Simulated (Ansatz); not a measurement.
The Ansatz input:

```
crystal:
  lattice:
    - [8.5345418624, 0.0, 0.0]
    - [-2.8448472875, 8.0464432336, 0.0]
    - [0.0, 0.0, 20.6456161669]
  atoms:
    - { symbol: Ta, position: [0.1666666667, 0.1666666667, 0.3874914624] }
    - { symbol: Ta, position: [0.1666666667, 0.5, 0.3874914624] }
    - { symbol: Ta, position: [0.1666666667, 0.8333333333, 0.3874914624] }
    - { symbol: Ta, position: [0.5, 0.1666666667, 0.3874914624] }
    - { symbol: Ta, position: [0.5, 0.5, 0.3874914624] }
    - { symbol: Ta, position: [0.5, 0.8333333333, 0.3874914624] }
    - { symbol: Ta, position: [0.8333333333, 0.1666666667, 0.3874914624] }
    - { symbol: Ta, position: [0.8333333333, 0.5, 0.3874914624] }
    - { symbol: Ta, position: [0.8333333333, 0.8333333333, 0.3874914624] }
    - { symbol: Ta, position: [0.3333333333, 0.3333333333, 0.5] }
    - { symbol: Ta, position: [0.3333333333, 0.6666666667, 0.5] }
    - { symbol: Ta, position: [0.3333333333, 0.0, 0.5] }
    - { symbol: Ta, position: [0.6666666667, 0.3333333333, 0.5] }
    - { symbol: Ta, position: [0.6666666667, 0.6666666667, 0.5] }
    - { symbol: Ta, position: [0.6666666667, 0.0, 0.5] }
    - { symbol: Ta, position: [0.0, 0.3333333333, 0.5] }
    - { symbol: Ta, position: [0.0, 0.6666666667, 0.5] }
    - { symbol: Ta, position: [0.0, 0.0, 0.5] }
    - { symbol: Ta, position: [0.5, 0.5, 0.6125085376] }
    - { symbol: Ta, position: [0.5, 0.8333333333, 0.6125085376] }
    - { symbol: Ta, position: [0.5, 0.1666666667, 0.6125085376] }
    - { symbol: Ta, position: [0.8333333333, 0.5, 0.6125085376] }
    - { symbol: Ta, position: [0.8333333333, 0.8333333333, 0.6125085376] }
    - { symbol: Ta, position: [0.8333333333, 0.1666666667, 0.6125085376] }
    - { symbol: Ta, position: [0.1666666667, 0.5, 0.6125085376] }
    - { symbol: Ta, position: [0.1666666667, 0.8333333333, 0.6125085376] }
    - { symbol: Ta, position: [0.1666666667, 0.1666666667, 0.6125085376] }
basis:
  ecutwfc: 420
kpoints:
  mp_grid: { grid: [3, 3, 1] }
hamiltonian:
  xc: pbe
  dispersion: d3bj
scf:
  occupations: { method: gaussian, width: 0.1 }
output:
  forces: true
  eigenvalues: true
  write_density: true
  write_potential: true
  elf: true
  volumetric_format: npy
relax:
  adjacent_minimum: "off"
  f_tol: 0.03
  max_steps: 70
  constraints: [{ sites: [0, 1, 2, 3, 4, 5, 6, 7, 8] }]
efield:
  axis: 3
  dipole_correction: true
  ramp_width: 0.04
```

Launched with:
```bash
ansatz run input.yaml --threads 8 --pin off --max-ram 20480MiB --backend cpu --events-out ev --progress --plain --runs-dir out
```

What does the potential across the slab give for the work function?

The work function is 4.83 eV, the same on both faces. The two vacuum levels agree, so the slab has no net dipole along its normal. The outermost atoms are 4.6 Å apart, which leaves 16.1 Å of vacuum in a cell 20.6 Å high.

Spin-orbit coupling is left out, which matters for Ta.

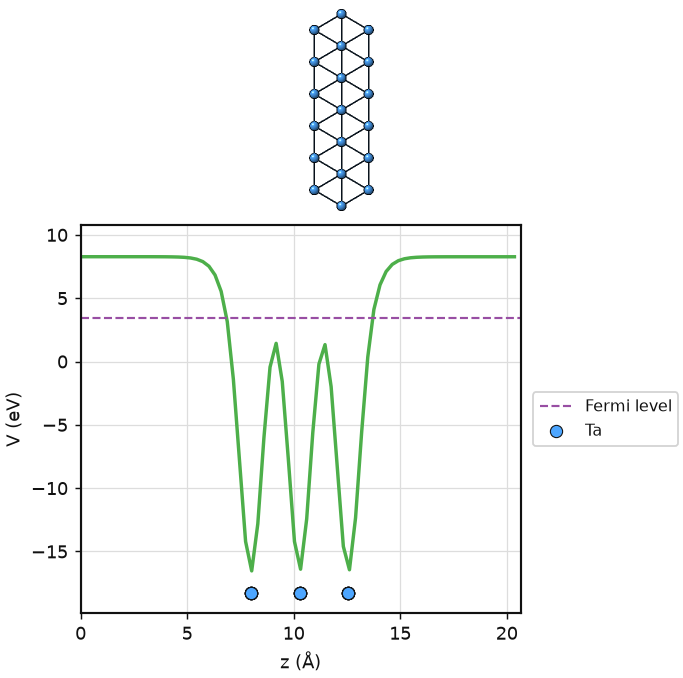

Plane-averaged electrostatic potential energy of an electron across the slab; circles at the bottom mark the heights of the atoms (positions after relaxation). The structure is drawn too.
